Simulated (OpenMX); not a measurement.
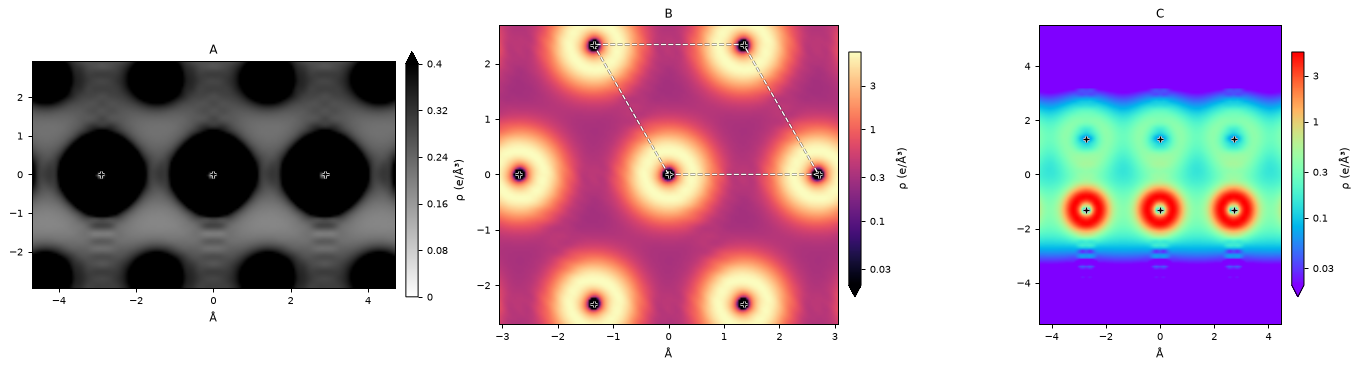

The valence pseudo-density of 3 systems, each on a plane through atoms (crosses mark nuclei in the plane).

Method: Kohn-Sham DFT of a periodic cell, PBE, OpenMX 2013 PBE set (OpenMX).

System 1: TaSi, the (11̄0) plane of the calculation cell, a cut from vacuum to vacuum. 

```
CELL_PARAMETERS angstrom
2.73859 0.00000 0.00000
-1.36929 2.37169 0.00000
0.00000 0.00000 29.01702
ATOMIC_POSITIONS crystal
Ta 0.00000 0.00000 0.23066
Si 0.00000 0.00000 0.32074
```

System 2: Ru, the (001) plane of the conventional cell. Space group P6₃/mmc; computed pressure about 12 GPa in this cell.

```yaml
crystal:
  lattice:
    - [2.70580, 0.00000, 0.00000]
    - [-1.35290, 2.34329, 0.00000]
    - [0.00000, 0.00000, 4.28190]
  atoms:
    - { symbol: Ru, position: [0.66667, 0.33333, 0.75000] }
    - { symbol: Ru, position: [0.33333, 0.66667, 0.25000] }
```

System 3: Ta, the (010) plane of the conventional cell. Space group P-1; a structure from a database of computed crystals, not necessarily the ambient phase; changed on purpose from its base cell (atoms moved at random by about 0.05 A); not relaxed (largest force 1.0 eV/Å).

```
CELL_PARAMETERS angstrom
2.90037 0.00000 0.00000
-1.45019 2.51180 0.00000
0.00000 0.00000 5.16627
ATOMIC_POSITIONS crystal
Ta 0.83386 0.17375 0.24180
Ta 0.16614 0.82625 0.75820
```

Question: Match each panel to its system.

Answer: Panel A is system 3, Ta: the plane holds Ta. Ta–Ta (2.90 Å): ρ is about 0.31 e/Å³ halfway. Panel B is system 2, Ru: the plane holds Ru. Ru–Ru (2.71 Å): ρ is about 0.4 e/Å³ halfway. Panel C is system 1, TaSi: the plane holds Ta and Si. Ta–Si (2.61 Å): ρ at the midpoint is about 0.41 e/Å³.
